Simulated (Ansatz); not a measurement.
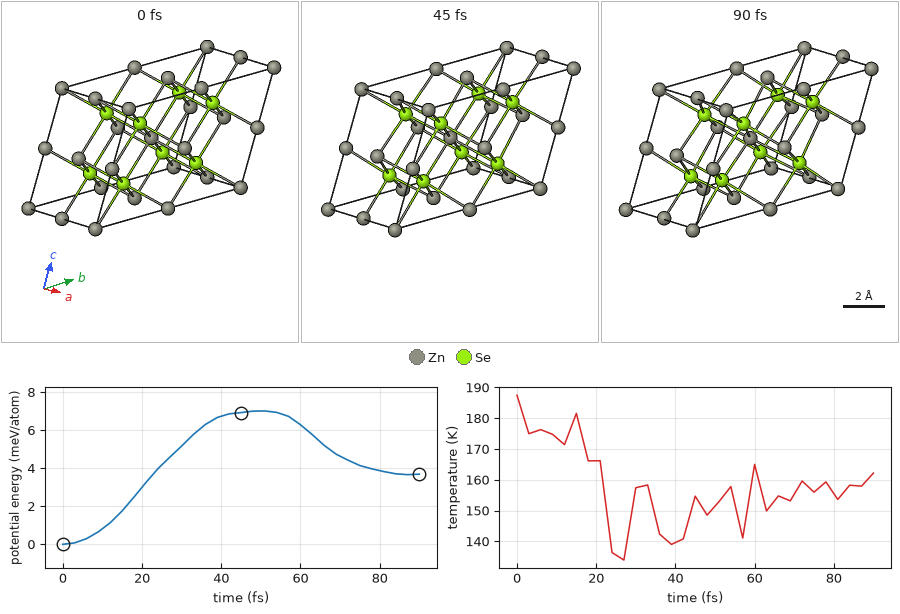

Molecular dynamics of a 16-atom cell of ZnSe (built on the rocksalt type), 90 fs long. Frames and the history of the run. Style: ball-and-stick. Shown: the reduced simulation cell, slightly off an axis. Bonds to atoms that aren't drawn are left out. Lengths and directions refer to the drawn axes.

All numbers below come from DFT, PBEsol, plane waves, PAW in Ansatz 0.2.0. Set-up: plane-wave cutoff 420 eV; k-point mesh 2 × 2 × 2; Fermi-Dirac smearing 0.02 eV; Langevin thermostat (NVT); set temperature 200 K; time step 3 fs.

What happens in this trajectory?

Answer. In the second half of the run the atoms are, in the root-mean-square, this far from where they began (common drift taken out): Se 0.14 Å, Zn 0.12 Å. The run lasts only 90 fs, too short to tell vibration from diffusion. Over the second half the temperature averages 155 K (spread ±6 K). The potential energy in the second half lies on average 5.3 meV per atom above the first frame.

The run took 4.1 min on 4 threads of Arm Neoverse N1 (shared host), peak memory 1.4 GiB.
